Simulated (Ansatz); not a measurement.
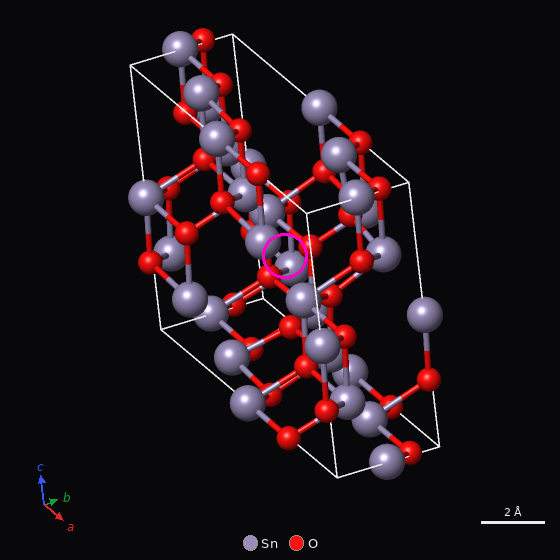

Ball-and-stick model, viewed slightly off an axis. Atoms at the boundary of the supercell (the box) are drawn once for each face, edge or corner they touch. The host is SnO, in a cell of 32 sites, and the cell carries a charge of -1. A ring marks the defect's site.

### Identify the point defect.

A tin vacancy. Around the empty site lie four O at about 2.5 Å.

Run with Ansatz 0.2.0, DFT PBE, scalar-relativistic, plane waves, PAW and these settings: plane-wave cutoff 420 eV, a 3×3×3 sampling of the Brillouin zone, Gaussian smearing of 0.02 eV, collinear spins.

### Does the defect leave unpaired spin?

No net moment.

The atoms were relaxed in the host's cell with DFT PBE, scalar-relativistic, plane waves, PAW in Ansatz 0.2.0.
